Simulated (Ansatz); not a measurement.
**A series of single points on ZnO**

System: ZnO (P6₃mc, 4 atoms in the cell).
Method: Kohn-Sham DFT of a periodic cell, BLYP with D3(BJ), Ansatz PAW, no spin polarisation (Ansatz 0.2.0).

The 5 runs differ only in the geometry, by an even scaling of the cell at fixed fractional positions. The structure derives from an entry of the Crystallography Open Database.

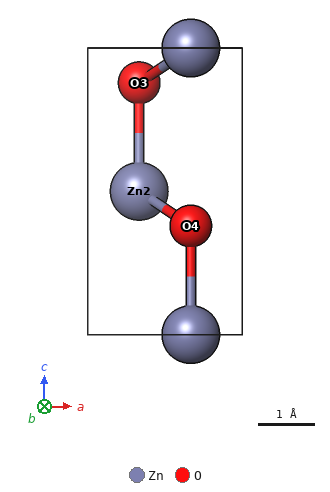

Figure 1. The structure of run 3 (ball-and-stick view of the cell of the calculation, along the b axis; atoms are numbered from 1 in the order of the input).

### Input of run 3
```yaml
crystal:
  lattice:
    - [3.249308, 0.0, 0.0]
    - [-1.624654, 2.8139832727, 0.0]
    - [0.0, 0.0, 5.205709]
  atoms:
    - { symbol: Zn, position: [0.6666666667, 0.3333333333, 0.0] }
    - { symbol: Zn, position: [0.3333333333, 0.6666666667, 0.5] }
    - { symbol: O, position: [0.3333333333, 0.6666666667, 0.87901] }
    - { symbol: O, position: [0.6666666667, 0.3333333333, 0.37901] }
hamiltonian:
  xc: blyp
  pseudopotentials: { kind: paw }
  dispersion: d3bj
kpoints:
  mp_grid: { grid: [9, 9, 5] }
scf:
  occupations: { method: fermi_dirac, width: 0.05 }
output:
  forces: true
  stress: true
  eigenvalues: true
```

Command:
```bash
ansatz run input.yaml --threads 2 --pin off --max-ram 5120MiB --backend cpu --events-out ev --progress --plain --runs-dir out
```

Lattice vectors (Å) and fractional positions of run 3:
```
   3.249308    0.000000    0.000000
  -1.624654    2.813983    0.000000
   0.000000    0.000000    5.205709
Zn  0.666667  0.333333  0.000000
Zn  0.333333  0.666667  0.500000
O   0.333333  0.666667  0.879010
O   0.666667  0.333333  0.379010
```

Run 2 differs from it as follows:
```diff
-    - [3.249308, 0.0, 0.0]
-    - [-1.624654, 2.8139832727, 0.0]
-    - [0.0, 0.0, 5.205709]
+    - [3.2274999067, 0.0, 0.0]
+    - [-1.6137499533, 2.7950969099, 0.0]
+    - [0.0, 0.0, 5.170770303]
```

### Results, with one run withheld

| run | volume per atom (Å³) | free energy per atom, from the lowest run given (meV) | pressure (GPa) | gap on the mesh (eV) |
| --- | --- | --- | --- | --- |
| 1 | 11.186 | 36.85 | 13.24 | 1.06 |
| 2 | 11.662 | ? | ? | ? |
| 3 | 11.900 | 2.17 | 2.89 | 0.96 |
| 4 | 12.138 | 0.00 | 0.11 | 0.92 |
| 5 | 12.614 | 6.97 | −4.63 | 0.85 |

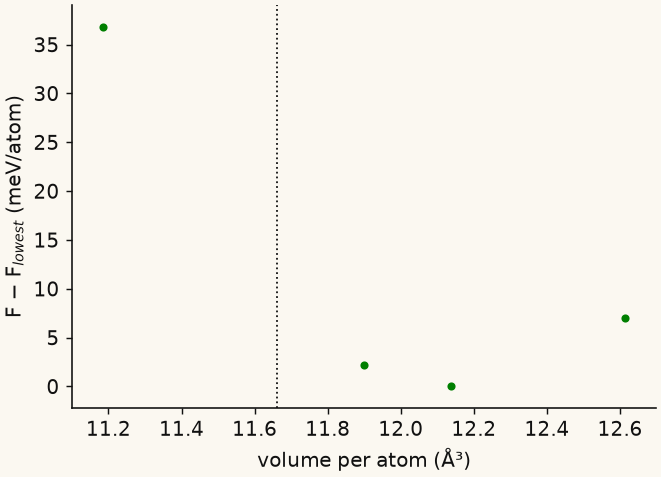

Figure 2. Free energy per atom of the runs given; the dotted line marks run 2.

Fit the runs given and predict run 2.

A quadratic polynomial in V^(−2/3) (the Birch–Murnaghan form), fitted to the 4 runs given, misses them by at most 0.03 meV per atom. With x = V^(−2/3) − 0.19142 Å⁻², it reads F = 1.5237 + 1415.6 x + 3.2117e+05 x² (meV per atom). At run 2 it gives 8.78 meV per atom, and the run itself gives 8.71. The slope of the fit gives a pressure −dF/dV of 5.99 GPa there, and the run prints 5.97 GPa. The fit has its minimum at 12.150 Å³ per atom, where V d²F/dV² gives 135 GPa. Cell shape and fractional positions are held, so this is the stiffness under even scaling; the relaxed bulk modulus wasn't computed. The gap on the mesh goes, without turning, from 1.06 eV in run 1 to 0.85 eV in run 5; run 2 has 0.99 eV. These are gaps of this functional on this mesh, which can miss the band edges; they aren't the measured gap.

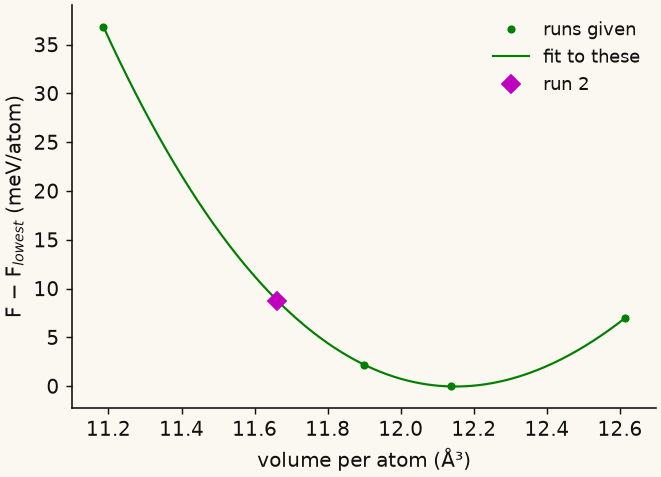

Figure 3. The fit and the withheld run.

### Output, shortened to warnings, some set-up lines, iterations and results (run 2)
```
Basis set: ecut = 420 eV, 941 PW (Γ), exchange–correlation on 48×48×72 points (8 copies of the dense FFT grid, shifted against one another)
Symmetry: 12 space group operations
k-points: 36 of 405 (time reversal used)
Initial density: superposition of atomic densities (neutral atoms: chi_scale 0, normalization atom), corrected by the library's trained network
[...]
SCF iter   1: F=—  HF=-7798.620451 eV  |F-HF|=—  |Δ(HF+E_count)|=         —  Δρ=1.76e-2  dr2=1.01e-1  ethr=1.77e-3  ⟨swp⟩=6.1  Hψ=3618  notcnv=0
SCF iter   2: F=—  HF=-7798.594257 eV  |F-HF|=—  |Δ(HF+E_count)|=   2.62e-2  Δρ=2.36e-3  dr2=2.57e-3  ethr=2.82e-4  ⟨swp⟩=2.5  Hψ=1773  notcnv=0
SCF iter   3: F=—  HF=-7798.594021 eV  |F-HF|=—  |Δ(HF+E_count)|=   2.36e-4  Δρ=1.09e-3  dr2=6.16e-4  ethr=7.15e-6  ⟨swp⟩=2.2  Hψ=1279  notcnv=0
SCF iter   4: F=—  HF=-7798.594113 eV  |F-HF|=—  |Δ(HF+E_count)|=   9.20e-5  Δρ=7.09e-4  dr2=2.85e-4  ethr=1.71e-6  ⟨swp⟩=2.1  Hψ=1280  notcnv=0
SCF iter   5: F=—  HF=-7798.594053 eV  |F-HF|=—  |Δ(HF+E_count)|=   6.00e-5  Δρ=1.73e-4  dr2=9.09e-6  ethr=7.93e-7  ⟨swp⟩=2.0  Hψ=1365  notcnv=0
SCF iter   6: F=—  HF=-7798.593979 eV  |F-HF|=—  |Δ(HF+E_count)|=   7.44e-5  Δρ=3.88e-5  dr2=4.40e-7  ethr=2.52e-8  ⟨swp⟩=2.0  Hψ=1348  notcnv=0
SCF iter   7: F=-7798.593979 eV  HF=-7798.593979 eV  |F-HF|=5.36e-8  |Δ(HF+E_count)|=   4.19e-7  Δρ=1.00e-5  dr2=3.54e-8  ethr=2.78e-10  ⟨swp⟩=5.1  Hψ=3535  notcnv=0
SCF 1 converged in 7 iterations: F = -7798.593979 eV  dr2 = 3.54e-8
SCF converged after 7 iterations
Free energy (F): -7798.593979 eV
Harris-Foulkes:  -7798.593979 eV  (|F-HF|=5.36e-8)
Internal energy: -7798.593979 eV  (E = F + TS)
E sigma→0 (E₀):  -7798.593979 eV
Entropy (-TS):   -0.000001 eV (-0.000 meV/atom)
Fermi energy:    8.348444 eV
--- Per-component energies (eV) ---
  E_band       = 84.268931
  E_kinetic    = 614.723474
  E_local      = -3973.777360  (includes V_loc(G=0)·N_el)
  E_nonlocal   = 1332.435617
  E_hartree    = 1638.323366
  E_xc         = -416.925474
  E_vxc        = -286.179345  (∫ρ·V_xc dr)
  E_paw        = -4008.678207  (= ΣΔE_a)
  E_vpaw       = -879.578588  (= ΣTr[D̂ρ^β])
  E_aug_tail   = 0.004401  (compensation charges beyond the density's cutoff)
  E_ewald      = -2982.612884
  E_disp       = -1.961177  (pairwise vdW)
  E_core_change = -0.125735  (= ΣΔE_core)
  E_smearing   = -0.000001  (= −TS)
  E_closure    = -0.000000  (closes the sum)
  Σ components = -7798.593979   (vs F -7798.593979, Δ=0.00e0)
--- Forces (eV/Å), atoms counted from 1 ---
  atom   1  Zn     0.00000000     0.00000000    -0.07120911
  atom   2  Zn     0.00000000     0.00000000    -0.07120911
  atom   3  O      0.00000000     0.00000000     0.07124413
  atom   4  O     -0.00000000    -0.00000000     0.07124413
  max |Σ_I F_I| component: 7.00e-5 eV/Å
--- Stress (GPa, compression-positive) ---
        5.220933       0.000000      -0.000000
        0.000000       5.220933       0.000000
       -0.000000       0.000000       7.472014
  P = ⅓ Tr σ = 5.9713 GPa (59.713 kbar)
```

Notes: Points of doubt noted for this run: forces on files of another functional.
